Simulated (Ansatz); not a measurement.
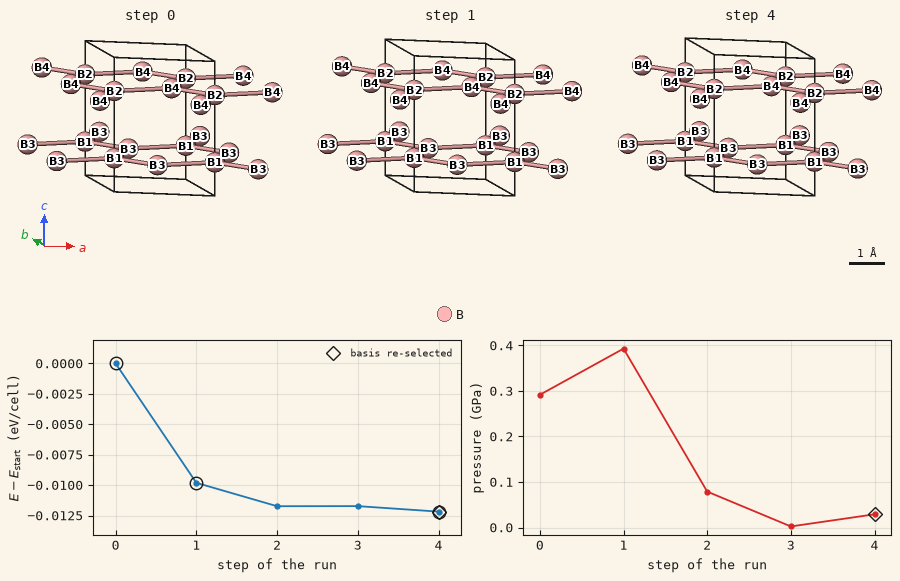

Frames of a relaxation of a crystal of B (a generated structure, set up in P6_3/mmc), marked on the history of the run. A ball-and-stick model of the cell of the calculation, seen slightly off an axis.

Case: C → B on all its sites, cell and atoms relaxed.

All numbers below come from DFT PBE, scalar-relativistic, plane waves, PAW in Ansatz. Settings: plane-wave cutoff 420 eV; k-point mesh 18 × 18 × 10; occupations gaussian; smearing width 0.1 eV; no spin polarisation; cell and atoms relaxed; force threshold 0.01 eV/Å; at most 60 steps.

What happens along the run?

The atoms keep their places relative to the cell (all moves are under 0.005 Å). Cell: a = b 3.004 → 2.994 Å (−0.3 %), c 3.952 → 4.033 Å (+2.1 %). Volume +1.4 %. Some distances before and after: B1–B3 1.734 → 1.729 Å. The space group stays P6_3/mmc (No. 194). Over 3 accepted moves (4 points after the start) the energy falls by 12.2 meV per cell of the calculation. All forces vanish by symmetry, so only the cell relaxes. Pressure: 0.29 GPa at the start and 0.03 GPa at the end. The SCF was repeated once at an unchanged geometry on a basis and grid sized afresh for the cell, which shifted the energy by 0.5 meV per cell of the calculation at most. From step 0 to 1: volume +0.6 %, energy −9.8 meV per cell of the calculation. From step 1 to 4: volume +0.7 %, energy −2.4 meV per cell of the calculation.
